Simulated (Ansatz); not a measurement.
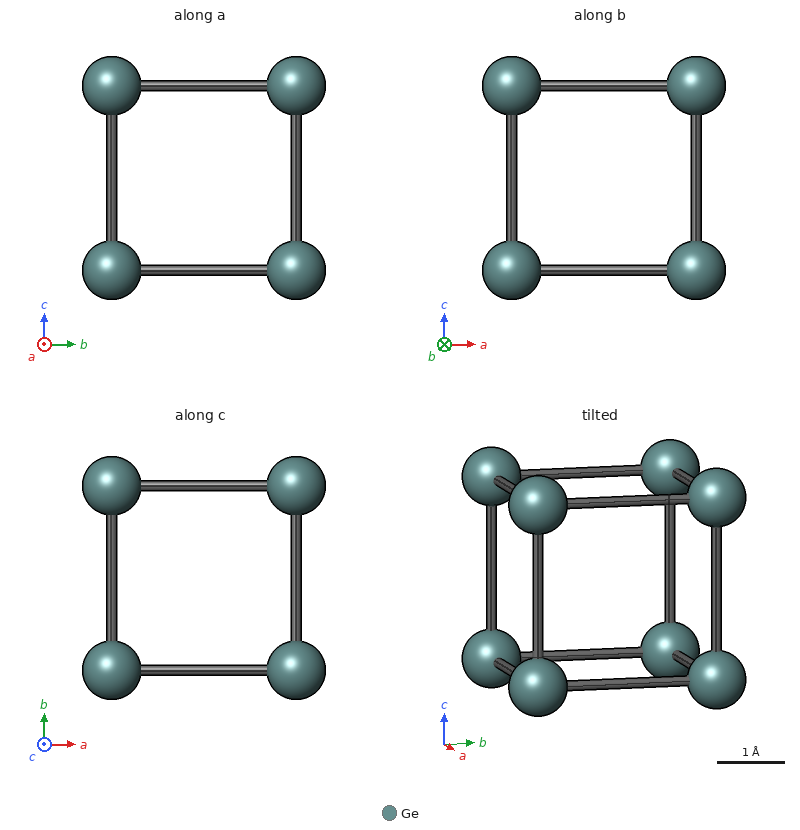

The image is a ball-and-stick drawing of a crystal, viewed along the a axis, along the b axis, along the c axis and slightly off an axis. The lines enclose the conventional unit cell; boundary atoms appear with their images.

Lattice parameters: a = 2.785 Å, b = 2.785 Å, c = 2.785 Å, α = 90.00°, β = 90.00°, γ = 90.00°.

### Write down what is shown as a table of Wyckoff sites.

Space group Pm-3m (No. 221).
| atom | site | x | y | z |
| --- | --- | --- | --- | --- |
| Ge | 1a | 0.0000 | 0.0000 | 0.0000 |

Provenance: a structure type filled with this element by a generator (whether the element takes this form wasn't checked). Earlier steps of the study may have refined or changed the cell and positions. It was the input of a calculation with Ansatz.

At this level of theory the cell isn't at rest (stretched, at -7 GPa), so its distances can differ from those at equilibrium, the more so the softer the solid.
